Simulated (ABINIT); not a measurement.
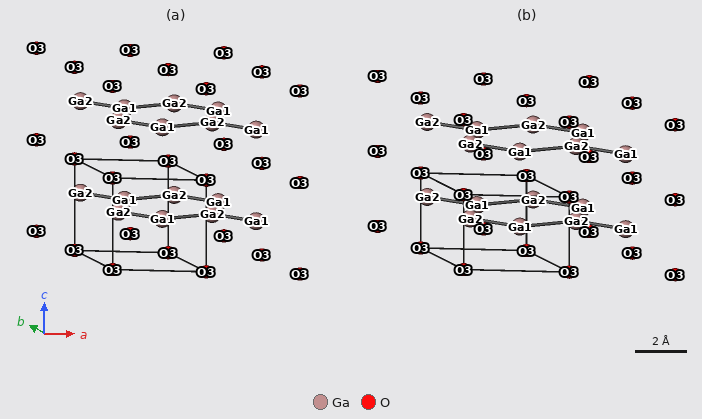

The structure of solid Ga$_{2}$O (a generated structure, set up in P6/mmm) before (left) and after (right) a relaxation, at one scale.

Style: ball-and-stick. Shown: the cell of the calculation, repeated 2 × 2 × 2 with one cell outlined, slightly off an axis.

The run lets cell and atoms move.

Level of theory: Kohn-Sham DFT of a periodic cell, PBE, JTH PAW PBE v2.0 (ABINIT 10.8.3).

Input
```
# Pseudopotentials
pp_dirpath "./"
pseudos "Ga.GGA_PBE-JTH.xml, O.GGA_PBE-JTH.xml"

# Structure
acell 7.0915457104 7.0915457014 7.0620049636
rprim
     1.0000000000     0.0000000000     0.0000000000
    -0.5000000006     0.8660254034     0.0000000000
     0.0000000000     0.0000000000     1.0000000000
ntypat 2
znucl 31 8
natom 3
typat 1 1 2
xcart
     1.8763422088     1.0833066558     1.8685260450
    -0.0000000188     2.1666133442     1.8685260450
     0.0000000000     0.0000000000     0.0000000000 Angstrom
chkprim 0
chksymtnons 0
tolsym 1.0e-6

# Plane-wave basis
ecut 23.0
pawecutdg 45.0

# k points
kptopt 1
ngkpt 8 8 7
nshiftk 1
shiftk 0.0 0.0 0.0

# Exchange and correlation
ixc 11

# Bands and occupations
nband 20
occopt 3
tsmear 0.05 eV

# SCF cycle
nstep 100
tolvrs 1.0e-9

# Output
iomode 3
prtwf 0
prtden 0
prteig 0
prtebands 0

# Relaxation
ionmov 2
ntime 60
tolmxf 0.0002
optcell 2
dilatmx 1.15
ecutsm 0.5
chkdilatmx 0
```

Command:
```bash
abinit run.abi > log 2>&1
```

Summarise the run.

Answer. The atoms keep their places relative to the cell (all moves are under 0.005 Å). The volume changes by +4.4 %, with a = b 3.753 → 4.238 Å (+12.9 %), c 3.737 → 3.060 Å (−18.1 %). Among the contacts that change: Ga1–Ga2 2.167 → 2.447 Å. The space group stays P6/mmm (No. 191). Over 9 geometry steps the energy falls by 1.346 eV per cell of the calculation. All forces vanish by symmetry, so only the cell relaxes. The pressure goes from 18.77 to 0.00 GPa.
